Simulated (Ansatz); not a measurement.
```
CELL_PARAMETERS angstrom
3.05050 0.00000 0.00000
-1.52525 2.64181 0.00000
0.00000 0.00000 5.25353
ATOMIC_POSITIONS crystal
Co 0.00000 0.00000 0.00950
Co 0.33333 0.66667 0.50950
O 0.00000 0.00000 0.36550
O 0.33333 0.66667 0.86550
```

Space group P6₃mc; a structure from a database of computed crystals, not necessarily the ambient phase; spin-polarised.

All numbers below come from Ansatz, DFT PBEsol, scalar-relativistic, plane waves, PAW.

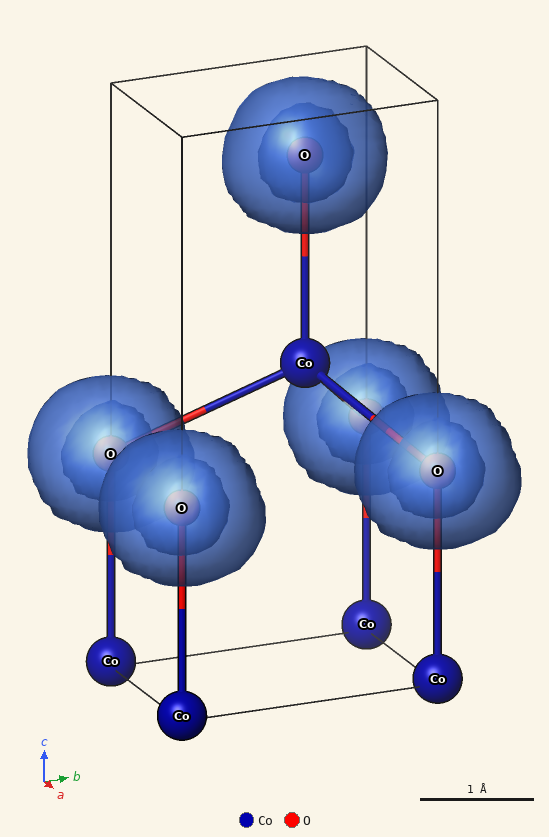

CoO. Isosurface of the electron localisation function at 0.75 (blue), seen slightly off an axis. Core shells and regions of very low density are left out. Sticks mark near contacts.

In a PAW calculation such maps are meaningful between the atoms, not at the nuclei.

Question: Identify the bonds, lone pairs and shells in this picture.

Answer: The ELF exceeds this value in two regions wrapped around O (the valence shell of each), counted in one cell of 4 atoms. Regions shared between cells count once. Profiles from the grid: Co–O (1.87 Å): the ELF peaks at about 0.85 in the valence shell of O, 0.6 Å from its nucleus, and is about 0.20 at the midpoint; no shared electron pair shows on this line. Co–O (1.92 Å): the ELF peaks at about 0.85 in the valence shell of O, 0.6 Å from its nucleus, and is about 0.20 at the midpoint; no shared electron pair shows on this line.

Question: Which magnetic arrangement did the calculation end in?

Answer: Antiferromagnetic in this solution, which needn't be the ground state, with some nearest magnetic neighbours parallel and some opposed; site moments Co: +1.9 μB and −1.9 μB in one cell of 4 atoms, with smaller moments on O (±0.14 μB).
